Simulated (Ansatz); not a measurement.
Consider Al₂ZnO₄.

The calculation's input:

```
crystal:
  lattice:
    - [0.0, 4.0858840429, 4.0858840429]
    - [4.0858840429, 0.0, 4.0858840429]
    - [4.0858840429, 4.0858840429, 0.0]
  atoms:
    - { symbol: Al, position: [0.125, 0.125, 0.125] }
    - { symbol: Al, position: [0.625, 0.125, 0.125] }
    - { symbol: Al, position: [0.125, 0.125, 0.625] }
    - { symbol: Al, position: [0.125, 0.625, 0.125] }
    - { symbol: Zn, position: [0.75, 0.75, 0.75] }
    - { symbol: Zn, position: [0.5, 0.5, 0.5] }
    - { symbol: O, position: [0.8892982057, 0.8892982057, 0.8892982057] }
    - { symbol: O, position: [0.9178946172, 0.3607017943, 0.3607017943] }
    - { symbol: O, position: [0.8892982057, 0.8892982057, 0.3321053828] }
    - { symbol: O, position: [0.3607017943, 0.9178946172, 0.3607017943] }
    - { symbol: O, position: [0.3321053828, 0.8892982057, 0.8892982057] }
    - { symbol: O, position: [0.3607017943, 0.3607017943, 0.3607017943] }
    - { symbol: O, position: [0.8892982057, 0.3321053828, 0.8892982057] }
    - { symbol: O, position: [0.3607017943, 0.3607017943, 0.9178946172] }
basis:
  ecutwfc: 420
kpoints:
  mp_grid: { grid: [6, 6, 6] }
hamiltonian:
  xc: lda
scf:
  occupations: { method: gaussian, width: 0.02 }
output:
  forces: true
  stress: true
  eigenvalues: true
  write_density: true
  write_potential: true
  elf: true
  volumetric_format: npy
relax:
  adjacent_minimum: "off"
  f_tol: 0.005
  max_steps: 50
  cell: { stress_tol: 0.05 }
```

Command:

```sh
ansatz run input.yaml --threads 4 --pin off --max-ram 10240MiB --backend cpu --events-out ev --progress --plain --runs-dir out
```

Below, planes, directions and counts refer to the conventional cell (a = 8.01 Å, b = 8.01 Å, c = 8.01 Å, α = 90.00°, β = 90.00°, γ = 90.00°).

The fields are those of the relaxed geometry.

Space group Fd-3m.

These are results of DFT LDA, scalar-relativistic, plane waves, PAW (Ansatz), not measurements.

> What will maps of the valence pseudo-density and electron localisation function show?

Al–O (1.90 Å): ρ is about 0.6 e/Å³ halfway; the ELF peaks at about 0.85 in the valence shell of O, 0.7 Å from its nucleus, and is about 0.80 at the midpoint.
Zn–O (1.92 Å): ρ is about 0.67 e/Å³ halfway; the ELF peaks at about 0.85 in the valence shell of O, 0.6 Å from its nucleus, and is about 0.25 at the midpoint: no shared electron pair shows on this line.

> Does the calculation give a band gap?

It is gapped, with a Kohn–Sham gap of 4.3 eV on the k-point mesh, an upper bound to the gap of this method.

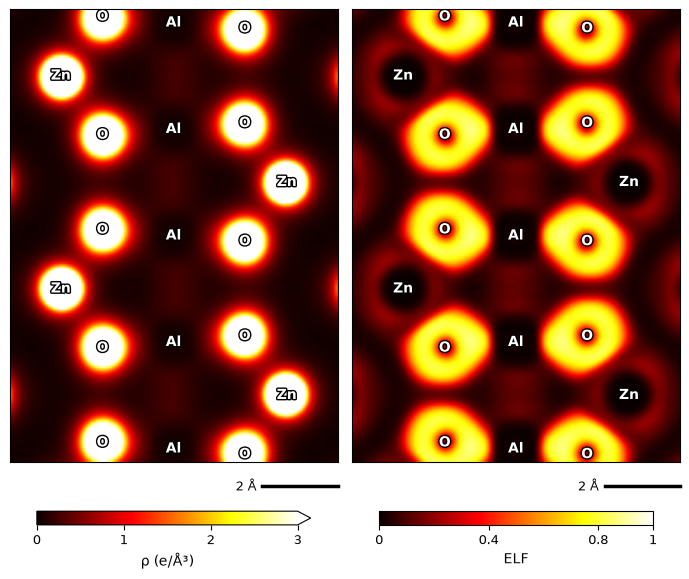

Computed valence pseudo-density and electron localisation function on the (110) plane of the conventional cell, in this order. 

Core electrons are frozen (PAW), and the valence fields are smoothed inside the atomic spheres.
